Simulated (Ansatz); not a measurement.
Run report: Ga45Al19As64, single-point calculation (part 2 of 2)

Continued. System: Ga45Al19As64 (128 atoms in the cell). Method: DFT, HSE06, PAW, plane waves (Ansatz 0.2.0); cutoff 420 eV, 1×1×1 k-mesh, Fermi–Dirac smearing of 0.01 eV. The structure was built on a prototype by a generator; it need not be a known phase.

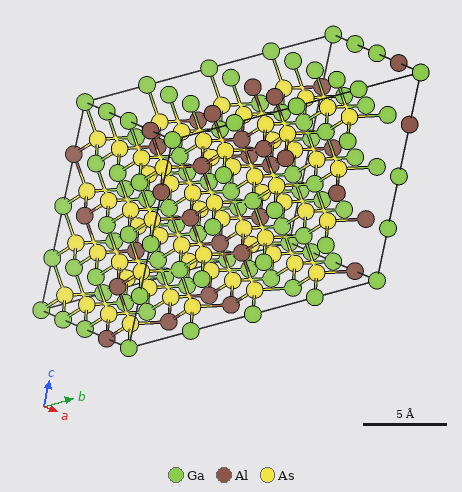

Figure 1. The structure (ball-and-stick view of the cell of the calculation, seen slightly off an axis).

```
hybrid outer 3: dexx = +3.135e-8 eV, tail = 5.30e-8 eV, Δε = 1.08e-4 eV (about 3.33e-5 eV left of the loop's levels), ΔF = 1.19e-4 eV/Å (tail 3.86e-4)
NSCF: frozen V_eff on 1 k-points
hybrid SCF converged: 3 outer / 17 inner (+6 warm-up), last move |dexx| = 3.13e-8 eV, tail = 5.30e-8 eV
Stability not checked: this state was not tested for a lower state beside it, because the functional holds exact exchange (a hybrid, or Hartree-Fock), whose exchange loop this test does not read (fock_operator; see scf.lower_state_search)
Free energy (F): -491393.503140 eV
Harris-Foulkes:  -491393.503140 eV  (|F-HF|=1.46e-8)
Internal energy: -491393.503140 eV  (E = F + TS)
E sigma→0 (E₀):  -491393.503140 eV
Fermi energy:    8.080505 eV
--- Per-component energies (eV) ---
  E_band       = -23546.799174
  E_kinetic    = 12211.181160
  E_local      = -228897.940921  (includes V_loc(G=0)·N_el)
  E_nonlocal   = -23552.465946
  E_hartree    = 116670.042296
  E_xc         = -7203.244641
  E_vxc        = -6610.492000  (∫ρ·V_xc dr)
  E_exx        = -6157.724909  (= α·E_x^exact, valence–valence)
  E_paw        = -211561.431710  (= ΣΔE_a)
  E_vpaw       = 2278.306068  (= ΣTr[D̂ρ^β])
  E_aug_tail   = -0.005938  (compensation charges beyond the density's cutoff)
  E_ewald      = -142857.455895
  E_core_change = -44.456646  (= ΣΔE_core)
  E_smearing   = -0.000000  (= −TS)
  E_closure    = 0.000011  (closes the sum)
  Σ components = -491393.503140   (vs F -491393.503140, Δ=-5.82e-11)
--- Forces (eV/Å), atoms counted from 1 ---
  atom   1  Ga    -0.02021893    -0.01357052    -0.00804599
  atom   2  Ga    -0.00554936    -0.00414070     0.00289863
  atom   3  Ga    -0.01787196    -0.01588554    -0.01410090
  atom   4  Ga    -0.00205300     0.00888584    -0.01126950
  atom   5  Ga    -0.00676258    -0.00721717    -0.01236467
  atom   6  Ga     0.00275485    -0.00924564    -0.01153904
  atom   7  Ga     0.01551048    -0.00359345     0.00696677
  atom   8  Ga    -0.00749751    -0.00086974    -0.01648029
  atom   9  Ga    -0.00574594    -0.00718809    -0.00231325
  atom  10  Ga    -0.01977852     0.00195022    -0.01648905
  atom  11  Ga    -0.00922778    -0.00897978    -0.00571877
  atom  12  Ga    -0.00994798    -0.01812155    -0.01891940
  atom  13  Ga    -0.00236254    -0.00074977    -0.00633520
  atom  14  Ga    -0.00584531     0.00971391     0.00889235
  atom  15  Ga    -0.00528615    -0.01491797    -0.01576579
  atom  16  Ga     0.00278755     0.00355555    -0.01176403
  atom  17  Ga     0.00240552    -0.01313054    -0.01941111
  atom  18  Ga    -0.00724045    -0.01813621    -0.00726907
  atom  19  Ga    -0.00435627    -0.00783795    -0.00624752
  atom  20  Ga    -0.00204408     0.00828555    -0.00087197
  atom  21  Ga    -0.01118338    -0.01942283    -0.01102814
  atom  22  Ga     0.00384773     0.00423981     0.00055551
  atom  23  Ga    -0.00366197     0.01220024     0.01333122
  atom  24  Ga    -0.01484215    -0.00972090    -0.00742531
  atom  25  Ga    -0.01378128    -0.01931325     0.00145915
  atom  26  Ga     0.00014952    -0.00505660     0.00493202
  atom  27  Ga    -0.01032404    -0.00979745    -0.00148047
  atom  28  Ga    -0.01269467    -0.01626239    -0.01240121
  atom  29  Ga    -0.00970561     0.00931176     0.00755867
  atom  30  Ga     0.00315183     0.00826033     0.00648942
  atom  31  Ga    -0.02969904     0.00361996    -0.01697060
  atom  32  Ga    -0.01691105    -0.01939643    -0.01160022
  atom  33  Ga    -0.00156572    -0.00201188     0.00007636
  atom  34  Ga    -0.00851909    -0.00435418     0.00025218
  atom  35  Ga     0.00104582     0.00154128     0.00074489
  atom  36  Ga     0.00670167    -0.01245767    -0.00074873
  atom  37  Ga    -0.00174235    -0.01458791    -0.00036107
  atom  38  Ga    -0.00050837     0.01631254     0.00081861
  atom  39  Ga    -0.00662307    -0.01399102    -0.00219998
  atom  40  Ga     0.00846753    -0.01446366     0.00007328
  atom  41  Ga    -0.01881177    -0.01944492    -0.01556323
  atom  42  Ga    -0.00531717    -0.00537214     0.00387349
  atom  43  Ga    -0.01716893    -0.01318131    -0.01745631
  atom  44  Ga    -0.00562586    -0.01299707    -0.00565597
  atom  45  Ga    -0.00476999    -0.01609411    -0.01318719
  atom  46  Al    -0.00182118    -0.00233435     0.03140749
  atom  47  Al     0.01956370     0.02748016     0.00906143
  atom  48  Al     0.02182676     0.02061989     0.01649871
  atom  49  Al    -0.00745705     0.00438338     0.02424084
  atom  50  Al     0.03541381     0.00395811     0.00577839
  atom  51  Al     0.01995567     0.00629403     0.01148913
  atom  52  Al     0.01642542     0.01634159     0.01707705
  atom  53  Al     0.01743891     0.02397075    -0.00156583
  atom  54  Al     0.03149374     0.02176477     0.00616154
  atom  55  Al     0.00960995     0.01794129     0.00961947
  atom  56  Al     0.02607407     0.00439350     0.02260824
  atom  57  Al     0.02305577     0.00935984     0.00170965
  atom  58  Al     0.02103646     0.02003177    -0.00263354
  atom  59  Al     0.00524095     0.00645403     0.00393972
  atom  60  Al     0.00000206     0.02214016     0.00688606
  atom  61  Al    -0.00147538     0.01173235     0.02267974
  atom  62  Al     0.03662568     0.01863039    -0.00558696
  atom  63  Al     0.02066004    -0.00691157     0.02248316
  atom  64  Al     0.00155084     0.00163215    -0.00910178
  atom  65  As     0.01757277     0.01131260     0.00755520
  atom  66  As    -0.05389699     0.02783975     0.03433339
  atom  67  As     0.02386816     0.00653530     0.01305070
  atom  68  As    -0.01864011     0.07514116    -0.04518556
  atom  69  As    -0.02561480    -0.01429533    -0.02836079
  atom  70  As    -0.02782036     0.03548505    -0.03667304
  atom  71  As     0.00405107     0.00790051     0.00623782
  atom  72  As     0.05327488    -0.01184631    -0.02774259
  atom  73  As     0.05458888    -0.00437837    -0.04911667
  atom  74  As    -0.00978885     0.01441340    -0.07189419
  atom  75  As    -0.00366372    -0.02665665    -0.03121217
  atom  76  As     0.03538506     0.04315613    -0.04582637
  atom  77  As     0.02808099    -0.05664115     0.03304193
  atom  78  As     0.03982592    -0.03224793    -0.04736925
  atom  79  As     0.00382883     0.01651030     0.01369133
  atom  80  As     0.00633668     0.00999918     0.00656679
  atom  81  As     0.00120142     0.00257715     0.01532473
  atom  82  As     0.03723840     0.03227900    -0.03835368
  atom  83  As    -0.05641574     0.02456726     0.02848728
  atom  84  As     0.00193602    -0.05503524     0.02113052
  atom  85  As     0.01038886     0.00778436     0.01387786
  atom  86  As     0.03045155     0.02849817    -0.06019836
  atom  87  As    -0.01942273    -0.00435979    -0.01929483
  atom  88  As     0.03607363     0.02194121    -0.03750452
  atom  89  As    -0.07628715     0.00993872     0.02677970
  atom  90  As     0.03567318    -0.03424269     0.03814237
  atom  91  As     0.00759590     0.00972505     0.00060429
  atom  92  As     0.01899392     0.03253441    -0.05601364
  atom  93  As     0.00024169    -0.01168367    -0.01425342
  atom  94  As     0.02041974    -0.05745022     0.02777975
  atom  95  As    -0.03754280     0.03690883    -0.04230986
  atom  96  As    -0.03726785     0.03665953     0.03397356
  atom  97  As     0.01168075     0.00887652     0.00738815
  atom  98  As     0.06340564    -0.02105888    -0.03253846
  atom  99  As    -0.03023102    -0.03548086     0.05026169
  atom 100  As    -0.01999358    -0.01473299    -0.00368937
  atom 101  As     0.00550799     0.00273506     0.01209528
  atom 102  As     0.00211609     0.01957081     0.00538266
  atom 103  As    -0.02682450    -0.02707836     0.06549531
  atom 104  As     0.00949481     0.01362303     0.01085354
  atom 105  As     0.04776903    -0.04002343     0.02318173
  atom 106  As    -0.06465795     0.03210389     0.03037571
  atom 107  As    -0.00978490    -0.00786211    -0.00120432
  atom 108  As    -0.00774867     0.00842826    -0.00299182
  atom 109  As    -0.08839647    -0.00931942    -0.01130156
  atom 110  As    -0.04093248     0.02779267     0.03820976
  atom 111  As     0.00952713     0.00894026     0.00542647
  atom 112  As    -0.03220805     0.03338966    -0.03017114
  atom 113  As     0.00537357    -0.00092409     0.00187123
  atom 114  As     0.02184887    -0.04419477    -0.04441160
  atom 115  As    -0.05026363     0.03507206     0.02372292
  atom 116  As    -0.05351557     0.03343929     0.02898241
  atom 117  As    -0.01047501     0.00258519    -0.01290067
  atom 118  As     0.01885161    -0.04989720     0.03012938
  atom 119  As     0.01039470     0.01629537    -0.06361890
  atom 120  As     0.04077317    -0.06592265     0.03518694
  atom 121  As    -0.01592557     0.04842410    -0.01953730
  atom 122  As    -0.02966906    -0.00052526     0.06949457
  atom 123  As     0.03704882    -0.06377102     0.04440379
  atom 124  As     0.02018042     0.01916227     0.01794730
  atom 125  As    -0.02058211    -0.03561816     0.07143989
  atom 126  As     0.03458129     0.02694505    -0.03611478
  atom 127  As     0.04036267    -0.05539563     0.05320466
  atom 128  As     0.00439905     0.00634302     0.01359609
  max |Σ_I F_I| component: 9.60e-4 eV/Å
--- Band table (eV) ---
  k-point 0: bands = ["-31.1530", "-31.1527", "-31.1523", "-31.1515", "-31.1510", "-31.1508", "-31.1497", "-31.1496", "-31.1493", "-31.1492", ... 752 levels left out ..., "5.9540", "5.9612", "5.9690", "5.9726", "5.9821", "5.9841", "5.9845", "5.9869", "5.9889", "5.9939", "5.9948", "6.0102", "6.0507", "6.0560", "6.0566", "6.0586", "6.0683", "6.0687", "6.0753", "6.0765", "6.4579", "6.4597", "6.4725", "6.4881", "6.4975", "6.5058", "6.5223", "6.5288", "6.5455",
      "6.5526", "6.5600", "6.5687", "6.5744", "6.5815", "6.5880", "6.5938", "7.1846", "7.1856", "7.1866", "8.9644", "9.1703", "9.1930", "9.2471", "9.2655", "9.2682", "9.2989", "9.3676", "9.5635", "9.5818", "9.6133", "9.6568", "9.6723", "9.6930", "9.7318", "9.7901", "9.8268", "9.8945", "9.9366", "9.9716", "9.9858", "9.9929", "10.0368", "10.0486", "10.0722", "10.0840", "10.0868", "10.0942", "10.0980", "10.1209",
      "10.1427", "10.1497", "10.1556", "10.1616", "10.1758", "10.2057", "10.2302", "10.2456", "10.2617", "10.2701", "10.3020", "10.3054", "10.3321", "10.3433", "10.3710", "10.4102", "10.4198", "10.4305", "10.4461", "10.8109", "10.8530", "10.8625", "10.8974", "10.9518", "10.9568", "10.9880", "11.0127", "11.0425", "11.0544", "11.0711", "11.0753", "11.3848", "11.3946", "11.4580", "11.4913", "11.5376", "11.5391", "11.9001", "11.9006", "11.9030",
      "12.4186", "12.4601", "12.4663", "12.4849", "12.5304", "12.5558", "12.5948", "12.5981", "12.6162", "12.6214", "12.6405", "12.6466", "12.6651", "12.6670", "12.6870", "12.6955", "12.7028", "12.7057", "12.7064", "12.7151", "12.7256", "12.7288", "12.7359", "12.7483", "12.7531", "12.7612", "12.7648", "12.7692", "12.7761", "12.7818", "12.7963", "12.8022", "12.8069", "12.8175", "12.8226", "12.8307", "12.8469", "12.8621", "12.8709", "12.8877",
      "12.8952", "12.8997", "12.9113", "12.9292", "12.9315", "12.9365", "12.9802", "12.9996", "13.0151", "13.0441", "13.0639", "13.0769", "13.1158", "13.1380", "13.1806", "13.2115", "13.2155", "13.2371", "13.2557", "13.3601", "13.6224", "13.6328", "13.6433", "13.6459", "13.6519", "13.6557", "13.7705", "13.7754", "13.7858", "13.7888", "13.7944", "13.8105", "13.8209", "13.8280", "13.8362", "13.8445", "13.8472", "13.8581", "13.8637", "13.8708",
      "13.8776", "13.8780", "13.8842", "13.8894", "13.8933", "13.9004", "13.9175", "13.9212", "13.9245", "13.9280", "13.9393"]
--- Löwdin populations: 128 sites ---
  site symbol       q [e]
     0     Ga     12.8766
     1     Ga     12.8810
     2     Ga     12.8774
     3     Ga     12.8756
     4     Ga     12.8797
     5     Ga     12.8762
     6     Ga     12.8782
     7     Ga     12.8761
     8     Ga     12.8791
     9     Ga     12.8782
    10     Ga     12.8777
    11     Ga     12.8792
    12     Ga     12.8808
    13     Ga     12.8780
    14     Ga     12.8802
    15     Ga     12.8802
    16     Ga     12.8789
    17     Ga     12.8796
    18     Ga     12.8821
    19     Ga     12.8788
    20     Ga     12.8770
    21     Ga     12.8776
    22     Ga     12.8739
    23     Ga     12.8791
    24     Ga     12.8757
    25     Ga     12.8779
    26     Ga     12.8768
    27     Ga     12.8793
    28     Ga     12.8784
    29     Ga     12.8781
    30     Ga     12.8772
    31     Ga     12.8783
    32     Ga     12.8806
    33     Ga     12.8781
    34     Ga     12.8789
    35     Ga     12.8754
    36     Ga     12.8795
    37     Ga     12.8775
    38     Ga     12.8744
    39     Ga     12.8745
    40     Ga     12.8767
    41     Ga     12.8767
    42     Ga     12.8761
    43     Ga     12.8765
    44     Ga     12.8771
    45     Al      2.5673
    46     Al      2.5621
    47     Al      2.5648
    48     Al      2.5671
    49     Al      2.5617
    50     Al      2.5612
    51     Al      2.5646
    52     Al      2.5642
    53     Al      2.5659
    54     Al      2.5640
    55     Al      2.5648
    56     Al      2.5654
    57     Al      2.5658
    58     Al      2.5642
    59     Al      2.5641
    60     Al      2.5616
    61     Al      2.5636
    62     Al      2.5645
    63     Al      2.5609
    64     As     15.0730
    65     As     15.1545
    66     As     15.0725
    67     As     15.2365
    68     As     15.1546
    69     As     15.3167
    70     As     15.0747
    71     As     15.2356
    72     As     15.2368
    73     As     15.2364
    74     As     15.1551
    75     As     15.1551
    76     As     15.1548
    77     As     15.3159
    78     As     15.0736
    79     As     15.0730
    80     As     15.0739
    81     As     15.1541
    82     As     15.1558
    83     As     15.2346
    84     As     15.0725
    85     As     15.1549
    86     As     15.1549
    87     As     15.1528
    88     As     15.2364
    89     As     15.1555
    90     As     15.0751
    91     As     15.2354
    92     As     15.1543
    93     As     15.2363
    94     As     15.3171
    95     As     15.1548
    96     As     15.0751
    97     As     15.2356
    98     As     15.2370
    99     As     15.1541
   100     As     15.0744
   101     As     15.0742
   102     As     15.2349
   103     As     15.0752
   104     As     15.1551
   105     As     15.1568
   106     As     15.1524
   107     As     15.3163
   108     As     15.2375
   109     As     15.1527
   110     As     15.0743
   111     As     15.3154
   112     As     15.0746
   113     As     15.3169
   114     As     15.1561
   115     As     15.1558
   116     As     15.1562
   117     As     15.1552
   118     As     15.2354
   119     As     15.1541
   120     As     15.2372
   121     As     15.2363
   122     As     15.1552
   123     As     15.0738
   124     As     15.2359
   125     As     15.1534
   126     As     15.1549
   127     As     15.0724
  spilling = 0.001808 (of n_electrons = 1602.000000)
```

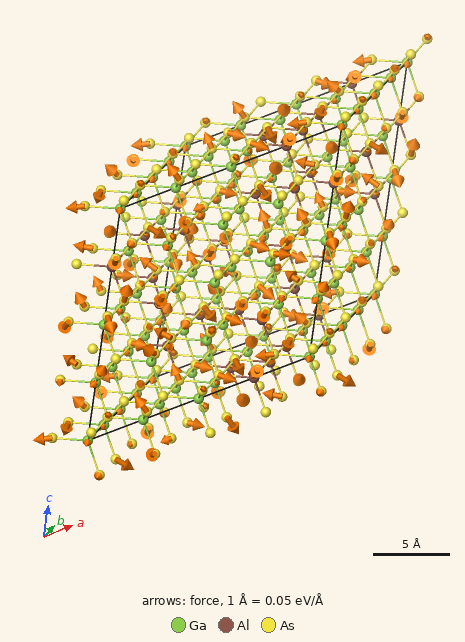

Figure 2. Forces on the atoms as orange arrows (ball-and-stick view of the cell of the calculation, seen slightly off an axis; bonded neighbours outside the cell are drawn too); the smallest are left out. The largest act on As68, As109, As120, As123, As127 (0.09 eV/Å); As89, As106, As125 (0.08 eV/Å); As74, As98, As103, As122 (0.08 eV/Å); As66, As73, As76, As77, As78, As83 and 3 more (0.07 eV/Å), among others. Atoms are counted from 1 in the order of the input and aren't labelled in the picture. The geometry is not a stationary point of this energy.
